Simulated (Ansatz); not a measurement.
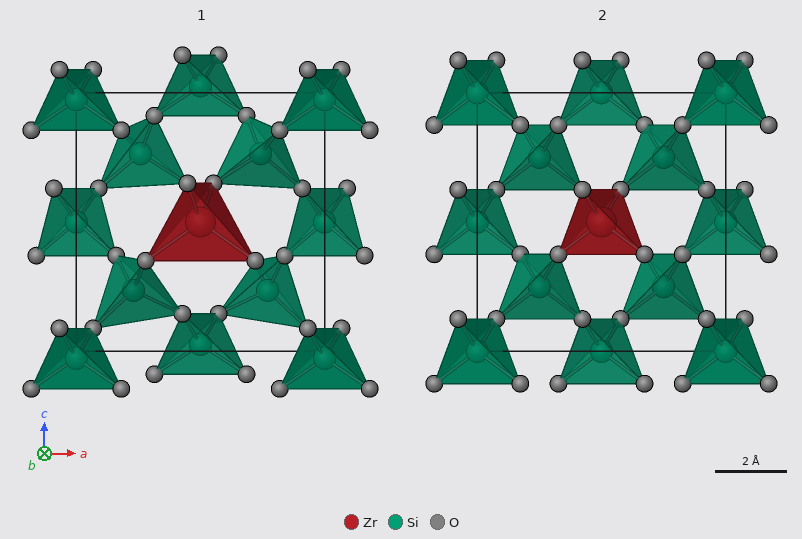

Two geometries of a defect cell of composition ZrSi₇O₁₆, drawn at one scale. One is the start of a relaxation, the other its converged end. Style: polyhedral. Shown: the cell of the calculation, along the b axis.

Theory: DFT PBEsol, scalar-relativistic, plane waves, PAW (Ansatz 0.2.0). Set-up: plane-wave cutoff 420 eV; k-point mesh 2 × 2 × 2; occupations gaussian; smearing width 0.02 eV; mesh shifted by (0.5, 0.5, 0.5); no spin polarisation; atoms relaxed in a fixed cell; force threshold 0.03 eV/Å; at most 40 steps.

Which one is relaxed?

Structure 1 is the relaxed one. The largest moves, 0.42 Å, are those of O atoms. Largest moves by element: O 0.42 Å, Si 0.19 Å. Zr stays in place. The cell doesn't change. Some distances before and after: O–Zr 1.619 → 1.940 Å, O–Si 1.619 → 1.627 Å. Bond angles that change, for instance: Zr–O–Si 145.5° → 128.6°, Si–O–Si 145.5° → 138.2°, Si–O–Si 145.5° → 138.5°. Over 5 geometry steps the energy falls by 9.678 eV per cell of the calculation. The largest force component goes from 15 to 0.023 eV/Å. Cost: 7.9 s on 8 threads of Arm Neoverse V2, on a shared host, peak memory 0.52 GiB.

Limits of the set-up: the periodic images lie only 7.0 Å apart, so the values are limited by the cell's size.
